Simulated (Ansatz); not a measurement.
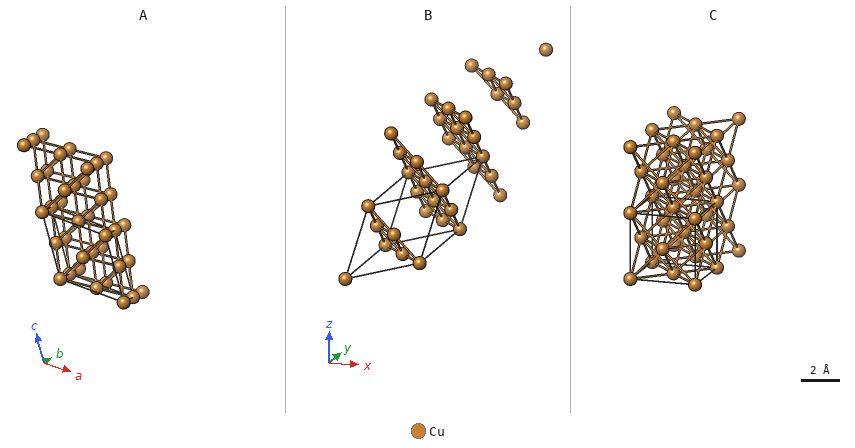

Crystalline Cu (Fm-3m): the ratio of the cell's length along [111] to its lengths across, counted as 1 for the reference, is changed at fixed volume (a trigonal path), with the atoms kept at their fractional coordinates. x, y and z are the Cartesian axes of the input. A ball-and-stick model of the conventional cell (4 times the calculation's cell), repeated 1 × 2 × 2 with one cell outlined, seen slightly off an axis. Lengths and directions refer to the drawn axes.

All numbers below come from DFT PBEsol, scalar-relativistic, plane waves, PAW in Ansatz 0.2.0. Settings: plane-wave cutoff 420 eV; k-point mesh 24 × 24 × 24; occupations gaussian; smearing width 0.15 eV; no spin polarisation. Energies (free energies at the smearing named) are counted from the cell as listed in its source, which wasn't relaxed.

Question: Order these geometries by energy, lowest first.

Answer: Lowest first: C (the relative ratio 1.00, 0 meV/atom), A (the relative ratio 0.50, 586 meV/atom), B (the relative ratio 2.00, 2247 meV/atom). Over the whole scan: of the computed points the lowest is at the relative ratio 1.00, 0 meV/atom. The unrelaxed reference is under a pressure of −6.5 GPa. The distortion takes the space group from Fm-3m to R-3m, except for Pm-3m at 0.50. At the relative ratio 2.00 the cell of the drawing goes a 3.615 → 4.058 Å, b 3.615 → 4.058 Å, c 3.615 → 4.058 Å, α 90.0° → 60.0°, β 90.0° → 60.0°, γ 90.0° → 60.0°.
